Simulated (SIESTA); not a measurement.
# Energy of Cd2S along an even scaling of the cell

System: Cd2S (P3m1, 3 atoms in the cell).
Method: Kohn-Sham DFT of a periodic cell, PBE, PseudoDojo 0.4 standard, converted to PSML, no spin polarisation (SIESTA 5.4.2).

The 7 runs differ only in the geometry, by an even scaling of the cell at fixed fractional positions. The structure derives from a Materials Project entry.

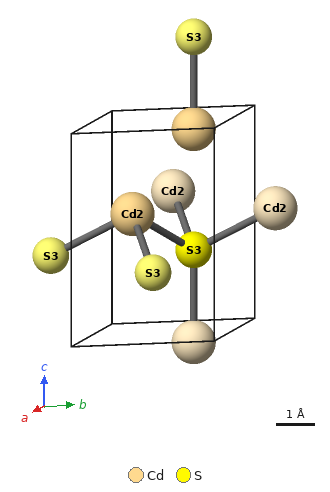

Figure 1. The structure of run 4 (ball-and-stick view of the cell of the calculation, seen slightly off an axis; neighbours outside the cell are drawn fainter; atoms are numbered from 1 in the order of the input). An atom can appear more than once, as a periodic image.

**Input of run 4**
```
SystemName                      Cd2S
SystemLabel                     Cd2S
NumberOfSpecies                 2
NumberOfAtoms                   3
%block ChemicalSpeciesLabel
  1  48 Cd
  2  16 S
%endblock ChemicalSpeciesLabel

LatticeConstant                 1.0 Ang
%block LatticeVectors
     3.9626700490     0.0000000000     0.0000000000
    -1.9813350245     3.4317729293     0.0000000000
     0.0000000000     0.0000000000     5.8091920000
%endblock LatticeVectors
AtomicCoordinatesFormat         Fractional
%block AtomicCoordinatesAndAtomicSpecies
     0.3333333333     0.6666666667     0.9327170000  1  Cd
     0.6666666667     0.3333333333     0.5787350000  1  Cd
     0.3333333333     0.6666666667     0.3657050000  2  S
%endblock AtomicCoordinatesAndAtomicSpecies

%block kgrid.MonkhorstPack
    8   0   0  0.0
    0   8   0  0.0
    0   0   5  0.0
%endblock kgrid.MonkhorstPack
XC.Functional                   GGA
XC.Authors                      PBE
PAO.BasisSize                   DZP
PAO.EnergyShift                 0.003 Ry
Mesh.Cutoff                     800 Ry
OccupationFunction              FD
ElectronicTemperature           0.05 eV
MaxSCFIterations                120
SCF.MustConverge                false
SCF.Mixer.Method                Pulay
SCF.Mixer.Weight                0.25
SCF.Mixer.History               8
SCF.DM.Tolerance                5.0e-05
SCF.H.Tolerance                 1.0e-03 eV
WriteForces                     true
Charge.Mulliken                 end
Charge.Hirshfeld                end
Charge.Voronoi                  end
SaveRho                         true
SaveElectrostaticPotential      true
%block PAO.Basis
  Cd 5
  n=4 0 2
    2.625 0.000
  n=5 0 2
    7.565 0.000
  n=4 1 2
    2.973 0.000
  n=5 1 1
    7.565
  n=4 2 2
    4.575 0.000
%endblock PAO.Basis
```

Command:
```bash
siesta Cd2S.fdf > Cd2S.out 2>&1
```

Run 5 has the same physical settings and fractional positions; its lattice vectors (Å) are:
```
   3.988914    0.000000    0.000000
  -1.994457    3.454501    0.000000
   0.000000    0.000000    5.847665
```

**Results, with one run withheld**

| run | volume per atom (Å³) | free energy per atom, from the lowest run given (meV) | pressure (GPa) | gap on the mesh (eV) |
| --- | --- | --- | --- | --- |
| 1 | 24.753 | 9.30 | 2.60 | 0.23 |
| 2 | 25.280 | 2.73 | 1.40 | 0.23 |
| 3 | 25.806 | 0.00 | 0.31 | 0.24 |
| 4 | 26.333 | 0.49 | −0.59 | 0.25 |
| 5 | 26.860 | ? | ? | ? |
| 6 | 27.386 | 9.82 | −2.16 | 0.27 |
| 7 | 27.913 | 18.05 | −2.84 | 0.29 |

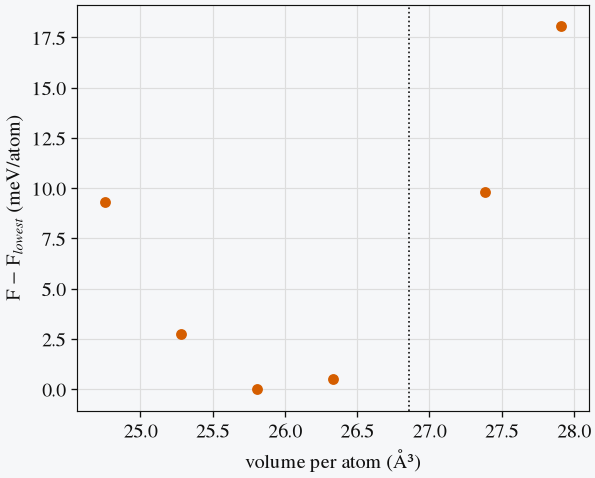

Figure 2. Free energy per atom of the runs given; the dotted line marks run 5.

What should run 5 give?

A cubic polynomial in V^(−2/3) (the Birch–Murnaghan form), fitted to the 6 runs given, misses them by at most 0.03 meV per atom. With x = V^(−2/3) − 0.11334 Å⁻², it reads F = 0.085165 − 866.52 x + 6.5666e+05 x² + 3.721e+06 x³ (meV per atom). At run 5 it gives 3.89 meV per atom, and the run itself gives 3.85. The slope of the fit gives a pressure −dF/dV of −1.44 GPa there, and the run prints −1.44 GPa. The fit has its minimum at 25.982 Å³ per atom, where V d²F/dV² gives 47.3 GPa. Cell shape and fractional positions are held, so this is the stiffness under even scaling; the relaxed bulk modulus wasn't computed and can be far lower in a crystal of layers, chains or molecules like this one. The gap on the mesh goes, without turning, from 0.23 eV in run 1 to 0.29 eV in run 7; run 5 has 0.26 eV. These are gaps of this functional on this mesh, which can miss the band edges; they aren't the measured gap.

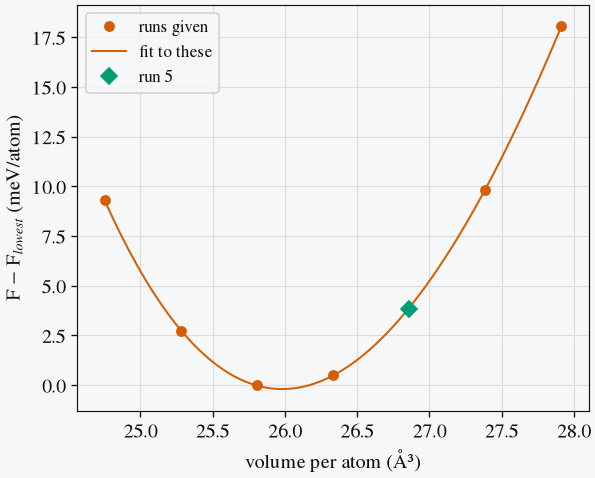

Figure 3. The fit and the withheld run.

**Some lines of the output (run 5)**
```
[...]
outcell: Cell volume (Ang**3)        :     80.5791
stepf: Fermi-Dirac step function
siesta: Etot    =     -9838.529896
siesta: FreeEng =     -9838.531458
        iscf     Eharris(eV)        E_KS(eV)     FreeEng(eV)     dDmax    Ef(eV) dHmax(eV)
siesta: E_KS(eV) =            -9841.8911
siesta: E_KS - E_eggbox =     -9841.8911
siesta: Etot    =     -9841.891063
siesta: FreeEng =     -9841.892442
siesta:         Fermi =      -3.990493
siesta: Cell volume =         80.579090 Ang**3
    Orbital volume contribution        =           2.396027 eV
```

Notes: Points of doubt noted for this run: mulliken charges of long orbitals. With a small basis of atomic orbitals these values can differ much from converged plane-wave results.
